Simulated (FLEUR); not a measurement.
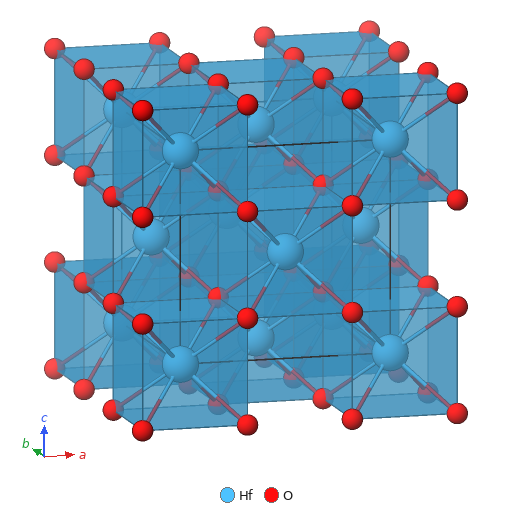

System: HfO₂, space group Fm-3m (No. 225). The picture shows the conventional cell.

The given structure:
```
CELL_PARAMETERS angstrom
0.00000 2.55750 2.55750
2.55750 0.00000 2.55750
2.55750 2.55750 0.00000
ATOMIC_POSITIONS crystal
Hf 0.00000 0.00000 0.00000
O 0.75000 0.75000 0.75000
O 0.25000 0.25000 0.25000
```

Computed with FLEUR MaX-R8.1 (later development tree): all-electron LAPW DFT, no spin polarisation; energies at scaled volumes of the given cell, shape and fractions fixed, counted from the fit's minimum, third-order Birch-Murnaghan fit. Level: PBEsol.

k mesh 9×9×9; occupations Fermi–Dirac; smearing width 0.05 eV; potentials all electron; program settings basis FLAPW, kmax 5 1/bohr.

Describe the result: the energy against volume. The volume takes the values 10.48, 10.71, 10.93, 11.15, 11.38, 11.60, 11.82 Å³/atom.

A third-order Birch–Murnaghan fit gives V0 = 10.69 Å³/atom, B0 = 266 GPa and B′ = 4.3. The energy is 3.46 meV/atom at volume 10.48 Å³/atom and 83.06 meV/atom at 11.82 Å³/atom; the lowest computed point is at volume 10.71 Å³/atom (0.09 meV/atom).

```csv
volume (Å³/atom),energy (meV/atom)
10.48,3.46
10.71,0.09
10.93,4.19
11.15,15.32
11.38,32.58
11.60,55.45
11.82,83.06
```

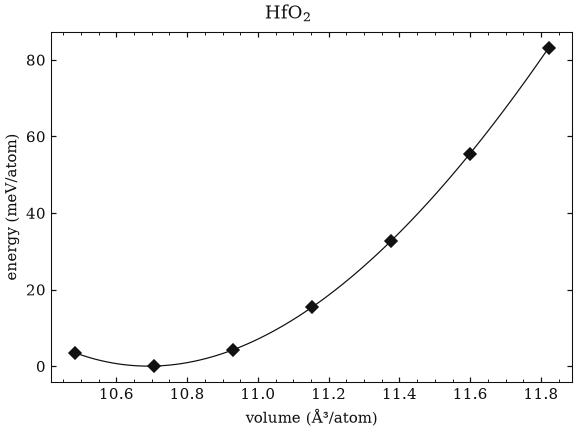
